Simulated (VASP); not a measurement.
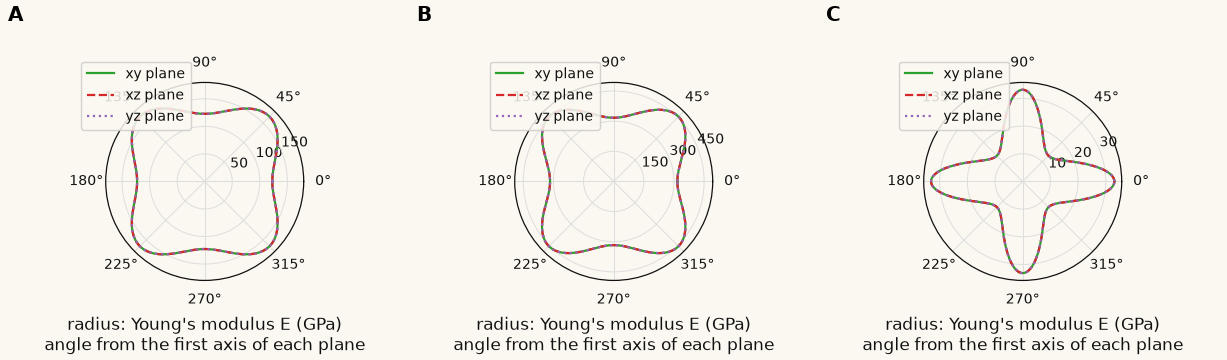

Each panel shows the Young's modulus as a function of direction in the xy, xz and yz planes for one of these solids: RbBr, Fm-3m (No. 225), 40.1 Å³/atom; Si, Fd-3m (No. 227), 18.7 Å³/atom; SiC, F-43m (No. 216), 10.3 Å³/atom.

Calculation (VASP 6.6.1): plane-wave DFT, no spin polarisation; elastic constants in Voigt order on the axes of the given cell. Level: PBEsol.

Which panel belongs to which solid?

Answer. A is Si (E along x, y, z: 123, 123, 123 GPa); B is SiC (E along x, y, z: 317, 317, 317 GPa); C is RbBr (E along x, y, z: 33.1, 33.1, 33.1 GPa).
